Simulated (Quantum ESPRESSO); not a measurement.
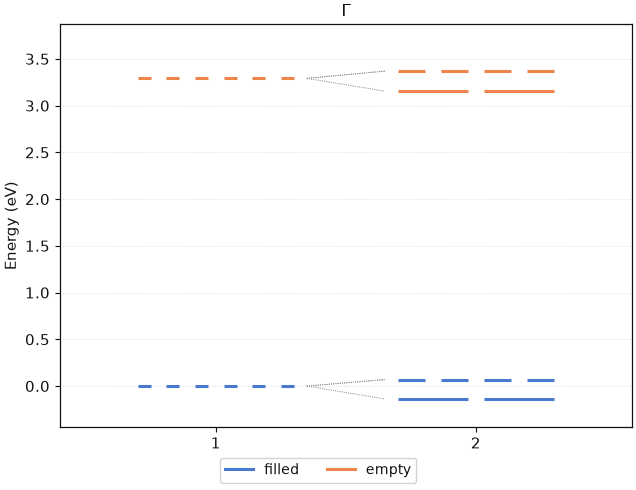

Levels at Γ, each bar one state with spin counted. Zero is the valence top without spin-orbit coupling, and the two sets are aligned on the mean of the six top valence states at Γ.

System: zincblende BAs, space group F-43m, 2 atoms in the primitive cell; cubic a = 4.777 Å. Run without spin-orbit coupling: PBE, PseudoDojo 0.4.1 SR PBE standard, 8×8×8 k mesh, 1143 eV cutoff, Fermi-Dirac smearing of 0.05 eV (Quantum ESPRESSO 7.5). Run with it: PBE, PseudoDojo 0.4 FR PBE standard, 8×8×8 k mesh, 1143 eV cutoff, Fermi-Dirac smearing of 0.05 eV (Quantum ESPRESSO 7.5). Neither carries moments.

### Which column includes spin-orbit coupling?

Column 2: it splits levels that are degenerate in column 1.

### How does spin-orbit coupling split the valence top at Γ?

The threefold valence top at Γ (six states with spin) splits into a fourfold level on top and a twofold one 0.21 eV below it, the split-off level.

### What happens to the direct gaps?

The vertical gap goes from 3.29 to 3.09 eV at Γ. The lowest empty level at Γ is threefold itself and splits by 0.21 eV.

### And the smallest gap over all k points computed?

It narrows from 1.21 eV (valence top at Γ, conduction bottom at (0, 0.375, 0.375) in reduced coordinates) to 1.14 eV.

The two runs use different potential files, which adds a little to the differences. LDA, GGA and most meta-GGA functionals understate gaps.
